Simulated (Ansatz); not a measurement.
Input

```
crystal:
  lattice:
    - [-8.2051404881, 2.7350468294, -5.4700936587]
    - [8.2051404881, -2.7350468294, -5.4700936587]
    - [-2.7350468294, -8.2051404881, 5.4700936587]
  atoms:
    - { symbol: Si, position: [0.575, 0.775, 0.1] }
    - { symbol: Si, position: [0.425, 0.725, 0.4] }
    - { symbol: Si, position: [0.125, 0.625, 1.0] }
    - { symbol: Si, position: [0.275, 0.675, 0.7] }
    - { symbol: Si, position: [0.975, 0.575, 0.3] }
    - { symbol: Si, position: [0.825, 0.525, 0.6] }
    - { symbol: Si, position: [0.675, 0.475, 0.9] }
    - { symbol: Si, position: [0.525, 0.425, 0.2] }
    - { symbol: Si, position: [0.225, 0.325, 0.8] }
    - { symbol: Si, position: [0.375, 0.375, 0.5] }
    - { symbol: Si, position: [0.075, 0.275, 0.1] }
    - { symbol: Si, position: [0.925, 0.225, 0.4] }
    - { symbol: Si, position: [0.775, 0.175, 0.7] }
    - { symbol: Si, position: [0.625, 0.125, 0.0] }
    - { symbol: Si, position: [0.475, 0.075, 0.3] }
    - { symbol: Si, position: [0.175, 0.975, 0.9] }
    - { symbol: Si, position: [0.325, 0.025, 0.6] }
    - { symbol: Si, position: [0.025, 0.925, 0.2] }
    - { symbol: Si, position: [0.725, 0.825, 0.8] }
    - { symbol: Si, position: [0.875, 0.875, 0.5] }
    - { symbol: Si, position: [0.5, 0.5, 0.0] }
    - { symbol: Si, position: [0.35, 0.45, 0.3] }
    - { symbol: Si, position: [0.05, 0.35, 0.9] }
    - { symbol: Si, position: [0.2, 0.4, 0.6] }
    - { symbol: Si, position: [0.9, 0.3, 0.2] }
    - { symbol: Si, position: [0.75, 0.25, 0.5] }
    - { symbol: Si, position: [0.6, 0.2, 0.8] }
    - { symbol: Si, position: [0.45, 0.15, 0.1] }
    - { symbol: Si, position: [0.15, 0.05, 0.7] }
    - { symbol: Si, position: [0.3, 0.1, 0.4] }
    - { symbol: Si, position: [1.0, 1.0, 1.0] }
    - { symbol: Si, position: [0.85, 0.95, 0.3] }
    - { symbol: Si, position: [0.7, 0.9, 0.6] }
    - { symbol: Si, position: [0.55, 0.85, 0.9] }
    - { symbol: Si, position: [0.4, 0.8, 0.2] }
    - { symbol: Si, position: [0.1, 0.7, 0.8] }
    - { symbol: Si, position: [0.25, 0.75, 0.5] }
    - { symbol: Si, position: [0.95, 0.65, 0.1] }
    - { symbol: Si, position: [0.65, 0.55, 0.7] }
    - { symbol: Si, position: [0.8, 0.6, 0.4] }
basis:
  ecutwfc: 420
  xc_grid: 2
kpoints:
  mp_grid: { grid: [2, 2, 2], shift: [0.0, 0.0, 0.0] }
hamiltonian:
  xc: pbe
scf:
  occupations: { method: gaussian, width: 0.01 }
output:
  forces: true
  stress: true
  eigenvalues: true
  write_density: true
  write_potential: true
  elf: true
  volumetric_format: npy
```

Launched as:

```sh
ansatz run input.yaml --threads 4 --pin off --max-ram 8192MiB --backend cpu --events-out ev --progress --plain --runs-dir out
```

Space group Fd-3m; a structure from a database of computed crystals, not necessarily the ambient phase.

Theory: DFT PBE, scalar-relativistic, plane waves, PAW in Ansatz 0.2.0.

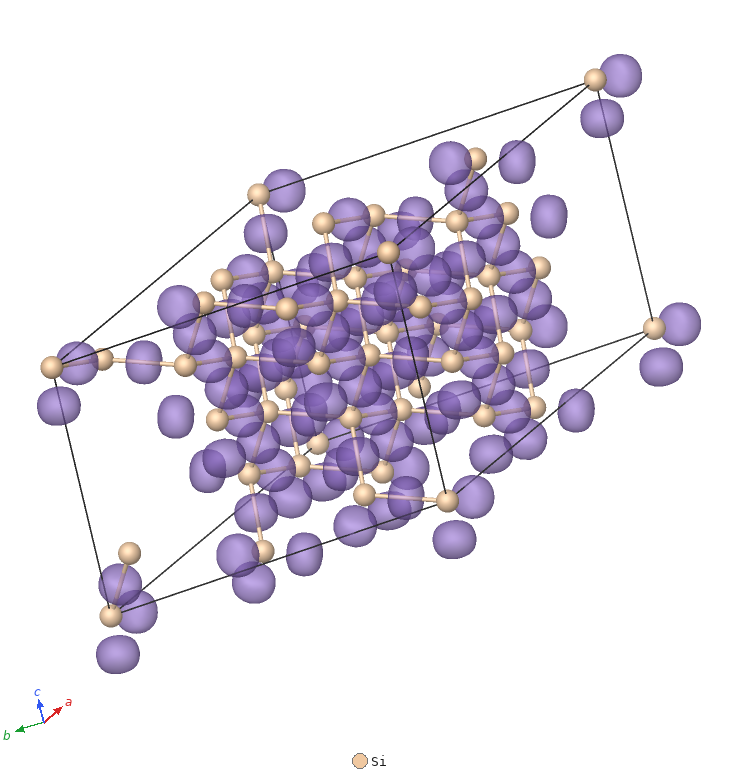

Si. Isosurface of the ELF at 0.85 (purple), seen at an oblique angle. Only the valence region is drawn (cores and ρ < 0.01 e/Å³ removed). Sticks mark near contacts.

Question: What do the ELF domains correspond to?

Answer: The surface consists of 80 regions between bonded Si–Si atoms (shared pairs), counted in one cell of 40 atoms. Regions shared between cells count once.

Values along the shortest contacts:
Si–Si (2.37 Å): the ELF peaks at about 0.95 between the atoms; a covalent bond.
